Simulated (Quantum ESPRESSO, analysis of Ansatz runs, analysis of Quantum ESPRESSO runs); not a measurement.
# Vacancy with four H in Ge: local vibrational mode, PBE (Quantum ESPRESSO), part 2 of 2

How near does this set-up come to the measured local vibrational mode? Subject: vacancy with four H in Ge. Set-up: PBE, GBRV 1.5 PBE, 32-site cell, PBE lattice, k: 2x2x2 shifted. The model is a cell of 32 host atoms with 1 Ge taken out and 4 H put in. The frequencies come from force constants among the defect atom and its neighbours, with the masses of the isotopes named. A local or semilocal functional is the cheapest first rung.

Quantum ESPRESSO 7.5; PBE, GBRV 1.5 PBE, 32-site cell, PBE lattice, k: 2x2x2 shifted.

So far: The starting structure; Relaxation, charge 0.

## Step 2: Relaxation, charge 0 (continued)

Level of this step: Quantum ESPRESSO plane-wave DFT, PBE, GBRV 1.5 PBE potentials; relaxation of all atoms of a defect supercell (Quantum ESPRESSO).

Relaxation path:

| step | energy less that of the first step (eV) |
| --- | --- |
| 0 | 0.0000 |
| 1 | -0.0833 |
| 2 | -0.1636 |
| 3 | -0.2644 |
| 4 | -0.3764 |
| 5 | -0.4695 |
| 6 | -0.4924 |
| 7 | -0.5010 |
| 8 | -0.5092 |
| 9 | -0.5119 |
| 10 | -0.5127 |
| 11 | -0.5130 |
| 12 | -0.5137 |
| 13 | -0.5143 |

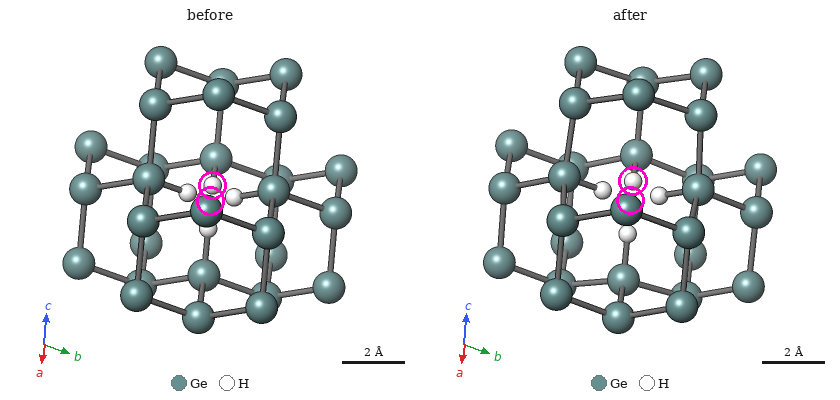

Before and after: the atoms that start within 5 Å of the centre. H32, which moves most, is ringed if it is among them. A ring with no atom in it marks the empty centre.

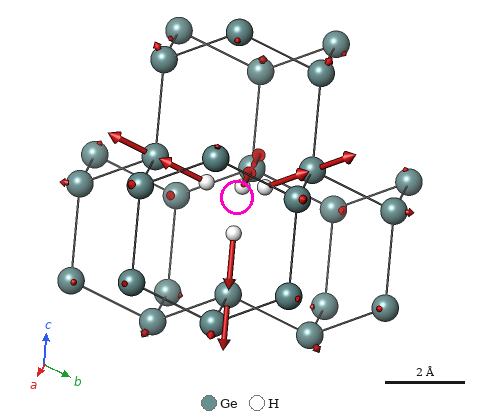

Displacements in the relaxation near the centre, exaggerated; the longest in the cell stands for 0.20 Å. A ring marks the centre wherever it is empty.

The atoms that moved most (Å):

| atom | dx | dy | dz | length |
| --- | --- | --- | --- | --- |
| H32 | 0.118 | -0.118 | -0.118 | 0.204 |
| H35 | 0.118 | 0.118 | 0.118 | 0.204 |
| H34 | -0.118 | -0.118 | 0.118 | 0.204 |
| H33 | -0.118 | 0.118 | -0.118 | 0.204 |
| Ge22 | 0.106 | -0.106 | -0.106 | 0.183 |
| Ge26 | -0.106 | -0.106 | 0.106 | 0.183 |
| Ge25 | -0.106 | 0.106 | -0.106 | 0.183 |
| Ge31 | 0.106 | 0.106 | 0.106 | 0.183 |

Final coordinates:

```
CELL_PARAMETERS angstrom
-5.75521 5.75521 5.75521
5.75521 -5.75521 5.75521
5.75521 5.75521 -5.75521
ATOMIC_POSITIONS crystal
Ge 0.00000 0.00000 0.50000
Ge 0.99535 0.24764 0.24764
Ge 0.00000 0.50000 0.00000
Ge 0.00465 0.75229 0.75229
Ge 0.24764 0.99535 0.24764
Ge 0.24764 0.24764 0.99535
Ge 0.24771 0.50000 0.75236
Ge 0.24771 0.75236 0.50000
Ge 0.50000 0.00000 0.00000
Ge 0.50000 0.24771 0.75236
Ge 0.50000 0.75236 0.24771
Ge 0.75229 0.00465 0.75229
Ge 0.75236 0.24771 0.50000
Ge 0.75236 0.50000 0.24771
Ge 0.75229 0.75229 0.00465
Ge 0.00079 0.00079 0.25229
Ge 0.00079 0.25229 0.00079
Ge 0.99921 0.50000 0.75150
Ge 0.99921 0.75150 0.50000
Ge 0.25229 0.00079 0.00079
Ge 0.24850 0.24850 0.74771
Ge 0.23166 0.50000 0.50000
Ge 0.24850 0.74771 0.24850
Ge 0.50000 0.99921 0.75150
Ge 0.50000 0.23166 0.50000
Ge 0.50000 0.50000 0.23166
Ge 0.50000 0.75150 0.99921
Ge 0.75150 0.99921 0.50000
Ge 0.74771 0.24850 0.24850
Ge 0.75150 0.50000 0.99921
Ge 0.76834 0.76834 0.76834
H 0.38673 0.50000 0.50000
H 0.50000 0.38673 0.50000
H 0.50000 0.50000 0.38673
H 0.61327 0.61327 0.61327
```

The atoms nearest to the centre after the run:

| atom | distance (Å) |
| --- | --- |
| H32 | 1.129 |
| H35 | 1.129 |
| H34 | 1.129 |
| H33 | 1.129 |
| Ge26 | 2.675 |
| Ge31 | 2.675 |
| Ge22 | 2.675 |
| Ge25 | 2.675 |

Neighbours of the added atoms: H32: Ge22 1.55, H34 1.84, H33 1.84 Å; H33: Ge25 1.55, H34 1.84, H32 1.84 Å; H34: Ge26 1.55, H33 1.84, H32 1.84 Å; H35: Ge31 1.55, H33 1.84, H32 1.84 Å.

## Step 3: Atom Ge22 moved by 0.015 A along x

Force constants come from the forces after small displacements; symmetry gives the rest. One such run is shown.

This step: Quantum ESPRESSO plane-wave DFT, PBE, GBRV 1.5 PBE potentials; single point of a defect supercell.

File pw.in:

```
&CONTROL
  calculation = 'scf'
  prefix = 'pwscf'
  outdir = './tmp'
  pseudo_dir = './pseudo'
  tprnfor = .true.
  disk_io = 'low'
/
&SYSTEM
  ibrav = 0
  nat = 35
  ntyp = 2
  ecutwfc = 45
  ecutrho = 360
  nbnd = 223
  occupations = 'smearing'
  smearing = 'fd'
  degauss = 0.00073499
/
&ELECTRONS
  conv_thr = 1d-10
  electron_maxstep = 100
  mixing_beta = 0.5
/
ATOMIC_SPECIES
Ge    72.6300 ge_pbe_v1.4.uspp.F.UPF
H      1.0080 h_pbe_v1.4.uspp.F.UPF
CELL_PARAMETERS angstrom
  -5.7552132298    5.7552132298    5.7552132298
   5.7552132298   -5.7552132298    5.7552132298
   5.7552132298    5.7552132298   -5.7552132298
ATOMIC_POSITIONS crystal
Ge     0.0000000000    0.0000000000    0.5000000000
Ge    -0.0046546117    0.2476394074    0.2476394074
[... 3 atom lines left out ...]
Ge     0.2476394074    0.2476394074   -0.0046546117
[... 4 atom lines left out ...]
Ge     0.5000000000    0.7523605926    0.2477059809
Ge     0.7522940191    0.0046546117    0.7522940191
[... 2 atom lines left out ...]
Ge     0.7522940191    0.7522940191    0.0046546117
[... 6 atom lines left out ...]
Ge     0.2316600056    0.5013031663    0.5013031663
[... 2 atom lines left out ...]
Ge     0.5000000000    0.2316600056    0.5000000000
Ge     0.5000000000    0.5000000000    0.2316600056
[... 4 atom lines left out ...]
Ge     0.7683399944    0.7683399944    0.7683399944
H      0.3867256034    0.5000000000    0.5000000000
H      0.5000000000    0.3867256034    0.5000000000
H      0.5000000000    0.5000000000    0.3867256034
H      0.6132743966    0.6132743966    0.6132743966
K_POINTS automatic
2 2 2 1 1 1
```

Command:

```sh
> OMP_NUM_THREADS=1 pw.x -in pw.in > pw.out
```

Log:

```text
[banner, memory and clock lines left out]
          URL

     Message from routine setup:
     using ibrav=0 with symmetry is DISCOURAGED, use correct ibrav instead

     G-vector sticks info

     bravais-lattice index     =            0
     lattice parameter (alat)  =      18.8374  a.u.
     unit-cell volume          =    5145.6572 (a.u.)^3
     number of atoms/cell      =           35
     number of atomic types    =            2
     number of electrons       =       438.00
     number of Kohn-Sham states=          223
     kinetic-energy cutoff     =      45.0000  Ry
     charge density cutoff     =     360.0000  Ry
     scf convergence threshold =      1.0E-10
     mixing beta               =       0.5000
     number of iterations used =            8  plain     mixing
     Exchange-correlation=  SLA  PW   PBX  PBC
                           (   1   4   3   4   0   0   0)

     celldm(1)=  18.837398  celldm(2)=   0.000000  celldm(3)=   0.000000
     celldm(4)=   0.000000  celldm(5)=   0.000000  celldm(6)=   0.000000

     crystal axes: (cart. coord. in units of alat)
               a(1) = (  -0.577350   0.577350   0.577350 )
               a(2) = (   0.577350  -0.577350   0.577350 )
               a(3) = (   0.577350   0.577350  -0.577350 )

     reciprocal axes: (cart. coord. in units 2 pi/alat)
               b(1) = ( -0.000000  0.866025  0.866025 )
               b(2) = (  0.866025 -0.000000  0.866025 )
               b(3) = (  0.866025  0.866025  0.000000 )

     PseudoPot. # 1 for Ge read from file:
     ge_pbe_v1.4.uspp.F.UPF
     Pseudo is Ultrasoft + core correction, Zval = 14.0
     Generated by new atomic code, or converted to UPF format
     Using radial grid of  873 points,  6 beta functions with:
                l(1) =   0
                l(2) =   0
                l(3) =   1
                l(4) =   1
                l(5) =   2
                l(6) =   2
     Q(r) pseudized with  8 coefficients,  rinner =    1.400   1.400   1.400
                                                       1.400   1.400

     PseudoPot. # 2 for H  read from file:
     h_pbe_v1.4.uspp.F.UPF
     Pseudo is Ultrasoft, Zval =  1.0
     Generated by new atomic code, or converted to UPF format
     Using radial grid of  615 points,  2 beta functions with:
                l(1) =   0
                l(2) =   0
     Q(r) pseudized with  8 coefficients,  rinner =    0.700

     atomic species   valence    mass     pseudopotential
     Ge               14.00    72.63000     Ge( 1.00)
     H                 1.00     1.00800     H ( 1.00)

      2 Sym. Ops. (no inversion) found

   Cartesian axes

     site n.     atom                  positions (alat units)
         1        Ge     tau(   1) = (   0.2886751   0.2886751  -0.2886751  )
         2        Ge     tau(   2) = (   0.2886367  -0.0026873  -0.0026873  )
         3        Ge     tau(   3) = (   0.2886751  -0.2886751   0.2886751  )
         4        Ge     tau(   4) = (   0.8659870   0.0026873   0.0026873  )
         5        Ge     tau(   5) = (  -0.0026873   0.2886367  -0.0026873  )
         6        Ge     tau(   6) = (  -0.0026873  -0.0026873   0.2886367  )
         7        Ge     tau(   7) = (   0.5800376   0.2887136  -0.0026873  )
         8        Ge     tau(   8) = (   0.5800376  -0.0026873   0.2887136  )
         9        Ge     tau(   9) = (  -0.2886751   0.2886751   0.2886751  )
        10        Ge     tau(  10) = (   0.2887136   0.5800376  -0.0026873  )
[...]
27        Ge     tau(  27) = (   0.1447511  -0.1456616   0.7230119  )
        28        Ge     tau(  28) = (  -0.1456616   0.7230119   0.1447511  )
        29        Ge     tau(  29) = (  -0.1447511   0.4316886   0.4316886  )
        30        Ge     tau(  30) = (  -0.1456616   0.1447511   0.7230119  )
        31        Ge     tau(  31) = (   0.4436013   0.4436013   0.4436013  )
        32        H      tau(  32) = (   0.3540741   0.2232761   0.2232761  )
        33        H      tau(  33) = (   0.2232761   0.3540741   0.2232761  )
        34        H      tau(  34) = (   0.2232761   0.2232761   0.3540741  )
        35        H      tau(  35) = (   0.3540741   0.3540741   0.3540741  )

     number of k points=     3  Fermi-Dirac smearing, width (Ry)=  0.0007
                       cart. coord. in units 2pi/alat
        k(    1) = (   0.4330127   0.4330127   0.4330127), wk =   0.5000000
        k(    2) = (   0.0000000   0.0000000   0.4330127), wk =   1.0000000
        k(    3) = (   0.4330127   0.0000000   0.0000000), wk =   0.5000000

     Dense  grid:   593593 G-vectors     FFT dimensions: ( 120, 120, 120)

     Smooth grid:   209883 G-vectors     FFT dimensions: (  81,  81,  81)

     Initial potential from superposition of free atoms

     starting charge     437.9729, renormalised to     438.0000
     Starting wfcs are  283 randomized atomic wfcs

     Self-consistent Calculation

     iteration #  1     ecut=    45.00 Ry     beta= 0.50
     Davidson diagonalization with overlap
     ethr =  1.00E-02,  avg # of iterations =  2.0

     Threshold (ethr) on eigenvalues was too large:
     Diagonalizing with lowered threshold

     Davidson diagonalization with overlap
     ethr =  1.55E-04,  avg # of iterations =  2.0

     total energy              =   -6627.70244624 Ry
     estimated scf accuracy    <       0.71684219 Ry

     iteration #  2     ecut=    45.00 Ry     beta= 0.50
     Davidson diagonalization with overlap
     ethr =  1.64E-04,  avg # of iterations =  2.0

     total energy              =   -6627.71548243 Ry
     estimated scf accuracy    <       0.14488295 Ry

     iteration #  3     ecut=    45.00 Ry     beta= 0.50
     Davidson diagonalization with overlap
     ethr =  3.31E-05,  avg # of iterations =  5.7

     total energy              =   -6627.72220145 Ry
     estimated scf accuracy    <       0.04119666 Ry

     iteration #  4     ecut=    45.00 Ry     beta= 0.50
     Davidson diagonalization with overlap
     ethr =  9.41E-06,  avg # of iterations =  3.7

     total energy              =   -6627.72924497 Ry
     estimated scf accuracy    <       0.00190409 Ry

     iteration #  5     ecut=    45.00 Ry     beta= 0.50
     Davidson diagonalization with overlap
     ethr =  4.35E-07,  avg # of iterations =  3.0

     total energy              =   -6627.72955587 Ry
     estimated scf accuracy    <       0.00015592 Ry

     iteration #  6     ecut=    45.00 Ry     beta= 0.50
     Davidson diagonalization with overlap
     ethr =  3.56E-08,  avg # of iterations =  4.0

     total energy              =   -6627.72959007 Ry
     estimated scf accuracy    <       0.00003495 Ry

     iteration #  7     ecut=    45.00 Ry     beta= 0.50
     Davidson diagonalization with overlap
     ethr =  7.98E-09,  avg # of iterations =  3.3

     total energy              =   -6627.72959961 Ry
     estimated scf accuracy    <       0.00000322 Ry

     iteration #  8     ecut=    45.00 Ry     beta= 0.50
     Davidson diagonalization with overlap
     ethr =  7.36E-10,  avg # of iterations =  3.0

     total energy              =   -6627.72960067 Ry
     estimated scf accuracy    <       0.00000034 Ry

     iteration #  9     ecut=    45.00 Ry     beta= 0.50
     Davidson diagonalization with overlap
     ethr =  7.87E-11,  avg # of iterations =  4.7

     total energy              =   -6627.72960088 Ry
     estimated scf accuracy    <       0.00000018 Ry

     iteration # 10     ecut=    45.00 Ry     beta= 0.50
     Davidson diagonalization with overlap
     ethr =  4.07E-11,  avg # of iterations =  3.3

     total energy              =   -6627.72960091 Ry
     estimated scf accuracy    <       0.00000002 Ry

     iteration # 11     ecut=    45.00 Ry     beta= 0.50
     Davidson diagonalization with overlap
     ethr =  4.98E-12,  avg # of iterations =  4.0

     total energy              =   -6627.72960092 Ry
     estimated scf accuracy    <          4.1E-09 Ry

     iteration # 12     ecut=    45.00 Ry     beta= 0.50
     Davidson diagonalization with overlap
     ethr =  9.40E-13,  avg # of iterations =  3.0

     total energy              =   -6627.72960092 Ry
     estimated scf accuracy    <          6.2E-10 Ry

     iteration # 13     ecut=    45.00 Ry     beta= 0.50
     Davidson diagonalization with overlap
     ethr =  1.43E-13,  avg # of iterations =  3.3

     End of self-consistent calculation

          k = 0.4330 0.4330 0.4330 ( 26284 PWs)   bands (ev):

   -17.2630 -17.2613 -17.2611 -17.2604 -17.2580 -17.2580 -17.2571 -17.2559
   -17.2550 -17.2539 -17.2538 -17.2531 -17.2488 -17.2483 -17.2479 -17.2456
   -17.2398 -17.2394 -17.2393 -17.2390 -17.2388 -17.2301 -17.2299 -17.2296
   -17.2231 -17.2216 -17.2212 -17.2209 -17.2208 -17.2145 -17.2133 -17.2127
   -17.2117 -17.1900 -17.1899 -17.1894 -17.1755 -17.1749 -17.1746 -17.1688
   -17.1685 -17.1681 -17.1654 -17.1654 -17.1629 -17.1576 -17.1573 -17.1571
   -17.1562 -17.1560 -17.1555 -17.1452 -17.1445 -17.1300 -17.1289 -17.1286
   -17.1283 -17.1239 -17.1239 -17.1237 -17.1133 -17.1133 -17.1129 -17.1045
   -17.1040 -17.1040 -17.1037 -17.1032 -17.1032 -17.1026 -17.1024 -17.1021
   -17.0928 -17.0923 -17.0921 -17.0915 -17.0914 -17.0911 -17.0832 -17.0830
[...]
6.6572   6.6595   6.6613   8.0666   8.0671   8.0705   8.3050

          k = 0.0000 0.0000 0.4330 ( 26259 PWs)   bands (ev):

[...]
6.1904   6.6367   6.6371   8.2367   8.7751   8.7768   8.9138

          k = 0.4330 0.0000 0.0000 ( 26259 PWs)   bands (ev):

[...]
0.0923   0.5087   0.5109   0.5164   0.5815   0.9897   2.0580   2.0639
     2.1816   2.5510   3.4008   3.4026   3.4307   3.5889   4.0097   4.1140
     4.1149   4.2213   4.5633   4.6069   4.6106   4.7864   4.7892   4.7956
     4.7960   4.8569   4.8616   4.8975   4.9094   5.0146   5.0178   5.0339
     5.1602   5.8237   5.9114   5.9136   5.9891   6.0319   6.0354   6.0557
     6.1853   6.6343   6.6382   8.2357   8.7735   8.7764   8.9135

     the Fermi energy is     7.3652 ev

!    total energy              =   -6627.72960092 Ry
     estimated scf accuracy    <          4.0E-11 Ry
     smearing contrib. (-TS)   =       0.00000000 Ry
     internal energy E=F+TS    =   -6627.72960092 Ry

     The total energy is F=E-TS. E is the sum of the following terms:
     one-electron contribution =   -4519.58022152 Ry
     hartree contribution      =    2650.81096272 Ry
     xc contribution           =   -1810.02457901 Ry
     ewald contribution        =   -2948.93576311 Ry

     convergence has been achieved in  13 iterations

     Forces acting on atoms (cartesian axes, Ry/au):

     atom    1 type  1   force =    -0.00002380   -0.00003173   -0.00003105
     atom    2 type  1   force =     0.00197558    0.00119939    0.00119939
     atom    3 type  1   force =    -0.00002380   -0.00003105   -0.00003173
     atom    4 type  1   force =     0.00025754   -0.00011387   -0.00011387
     atom    5 type  1   force =     0.00024565    0.00022782    0.00009303
     atom    6 type  1   force =     0.00024565    0.00009303    0.00022782
     atom    7 type  1   force =     0.00141957    0.00105354   -0.00097555
     atom    8 type  1   force =     0.00141957   -0.00097555    0.00105354
     atom    9 type  1   force =     0.00010788   -0.00002633   -0.00002633
     atom   10 type  1   force =    -0.00022780   -0.00009975    0.00015085
[...]
atom   31 type  1   force =     0.00026913    0.00032976    0.00032976
     atom   32 type  2   force =     0.00324522   -0.00276078   -0.00276078
     atom   33 type  2   force =    -0.00017699    0.00016337   -0.00027640
     atom   34 type  2   force =    -0.00017699   -0.00027640    0.00016337
     atom   35 type  2   force =     0.00028413    0.00024548    0.00024548

     Total force =     0.010268     Total SCF correction =     0.000031
```

Wall time 30 min (1 thread of Arm Neoverse V1, shared host); peak memory 3.3 GiB.

At this level the gap is 1.41 eV on the k-mesh of the self-consistent run, which can miss the band edges.

## Step 4: Local vibrational modes

Analysis of the runs above: force constants by central differences of Quantum ESPRESSO plane-wave DFT, PBE, GBRV 1.5 PBE potentials forces among the atoms nearest to a defect, the others at rest.

The modes with the largest weight on the probed atoms (the light atom of a pair), for the masses of each isotope. Modes of the displaced atoms (local only where they lie over the host's phonons):

| isotopes | mode (cm⁻¹) | share of the defect atoms |
| --- | --- | --- |
| H | 2040 | 0.989 |
| H | 2013 | 0.988 |
| H | 2013 | 0.988 |
| H | 2013 | 0.988 |
| H | 540.7 | 0.991 |
| H | 540.7 | 0.991 |
| H | 540.7 | 0.991 |
| H | 525.4 | 0.991 |
| H | 525.4 | 0.991 |
| H | 480.5 | 0.978 |
| H | 480.5 | 0.978 |
| H | 480.5 | 0.978 |
| D | 1451 | 0.978 |
| D | 1433 | 0.975 |
| D | 1433 | 0.975 |
| D | 1433 | 0.975 |
| D | 384.5 | 0.976 |
| D | 384.5 | 0.976 |
| D | 384.5 | 0.976 |
| D | 373.6 | 0.975 |
| D | 373.6 | 0.975 |
| D | 344.5 | 0.936 |
| D | 344.5 | 0.936 |
| D | 344.5 | 0.936 |

## Step 5: Summary of results

```json
{
  "distance from the defect atom to its nearest neighbour": "1.546 Å",
  "Ge-H stretch, T2": "2013 cm⁻¹"
}
```

In words: Ge-H stretch, T2: computed 2013 cm⁻¹, measured 2061.5 cm⁻¹; 48 cm⁻¹ (2 %) below the measurement. The computed value is harmonic, while the measured line is the anharmonic fundamental, which for X–H stretches usually lies a few per cent lower. Only the named neighbours move, so modes near the host's band are approximate.

[Logs are printed without paths, hosts, clocks, repeated set-up lines and the standing remarks that a program may print on its own settings, such as how far it seeks lower states.]

[Hosts, paths, dates, database ids (printed as entryN), source tags and the programs' standing remarks are cut or masked in the printed files.]

[For some hosts the program warned that the k-mesh of the response run may be too coarse for force constants and the static dielectric constant; such warnings are not shown here.]
